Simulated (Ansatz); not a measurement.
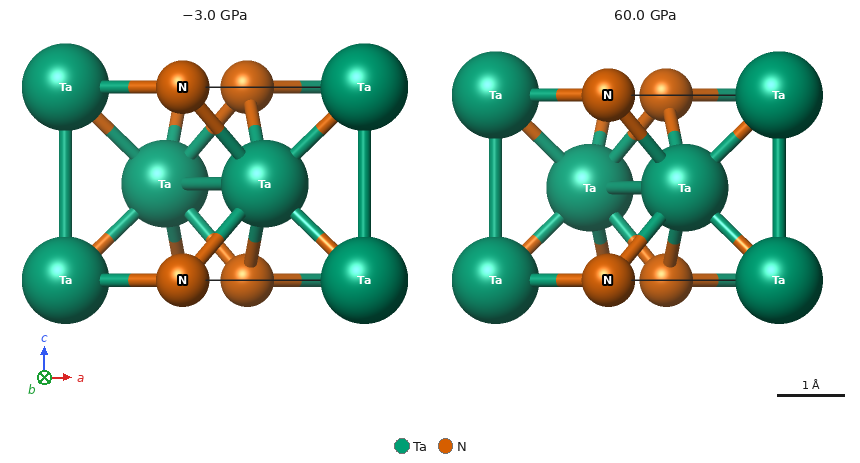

Solid TaN (set up in P-62m), relaxed (cell and atoms) at several target pressures. The picture shows the first and the last member. A ball-and-stick model of the cell of the calculation, seen along the b axis.

Computed with Ansatz 0.2.0: DFT r2SCAN, scalar-relativistic, plane waves, PAW. (plane-wave cutoff 500 eV; k-point mesh 12 × 12 × 12; occupations gaussian; smearing width 0.1 eV; no spin polarisation; cell and atoms relaxed; force threshold 0.008 eV/Å)

```
pressure (GPa)  volume (Å³/atom)  a (Å)  c (Å)
          −3.0            11.464  5.217  2.919
           0.0            11.357  5.200  2.910
           3.0                 ?      ?      ?
           8.0            11.095  5.157  2.891
          15.0            10.890  5.123  2.875
          30.0            10.502  5.057  2.845
          60.0             9.895  4.950  2.798
```

One row is withheld. What does the calculation give there?

Answer. Murnaghan's form V = V₀(1 + B′P/B₀)^(−1/B′), with V₀ = 11.357 Å³ from the row at zero pressure, fits the other rows with B₀ = 327 GPa and B′ = 3.95 (largest miss 0.002 Å³). At 3.0 GPa it gives 11.357 × (1 + 3.95 × 3.0/327)^(−1/3.95) = 11.255 Å³ per atom. The calculation gives 11.255 Å³/atom (a = 5.183 Å, c = 2.903 Å). The estimate is right to the digits shown. From the first member to the last: Ta–Ta 3.347 → 3.182 Å, Ta–Ta 3.012 → 2.858 Å, Ta–Ta 2.919 → 2.798 Å.

The whole series:

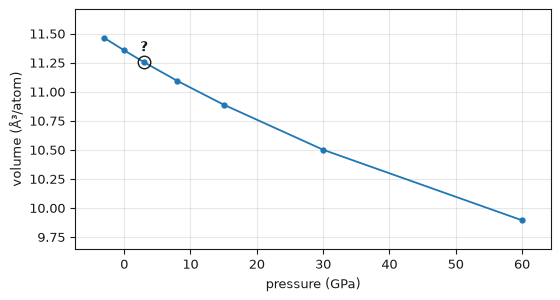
